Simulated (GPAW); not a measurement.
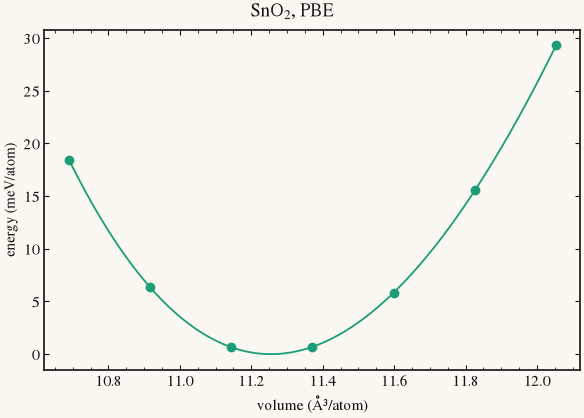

The picture above shows the energy against volume for SnO₂, space group Fm-3m (No. 225).

Structure:
```cif
data_structure
_symmetry_space_group_name_H-M 'P 1'
_symmetry_Int_Tables_number 1
_cell_length_a 3.6404
_cell_length_b 3.6404
_cell_length_c 3.6404
_cell_angle_alpha 60.000
_cell_angle_beta 60.000
_cell_angle_gamma 60.000
_cell_volume 34.11
loop_
_atom_site_label
_atom_site_type_symbol
_atom_site_fract_x
_atom_site_fract_y
_atom_site_fract_z
_atom_site_occupancy
Sn1 Sn 0.00000 0.00000 0.00000 1
O1 O 0.75000 0.75000 0.75000 1
O2 O 0.25000 0.25000 0.25000 1
```

Method: PAW DFT in plane waves, on a grid or in atomic orbitals, no spin polarisation; energies at scaled volumes of the given cell, shape and fractions fixed, counted from the fit's minimum, third-order Birch-Murnaghan fit (GPAW 26.7.0). Level: PBE.

| setting | value |
| --- | --- |
| k mesh | 9×9×9 |
| occupations | Fermi–Dirac |
| smearing width | 0.05 eV |
| potentials | GPAW PAW data sets (gpaw data 1.2.1) |
| wave cutoff | 800 eV |
| program settings | basis pw |

From this curve and the settings, what does the calculation give for the pressure at the same points?

The pressure falls from 10.85 GPa at volume 10.69 Å³/atom to −11.16 GPa at 12.05 Å³/atom, and changes sign near 11.25 Å³/atom.

| volume (Å³/atom) | pressure (GPa) |
| --- | --- |
| 10.69 | 10.85 |
| 10.92 | 6.02 |
| 11.14 | 1.77 |
| 11.37 | −2.05 |
| 11.60 | −5.46 |
| 11.83 | −8.48 |
| 12.05 | −11.16 |
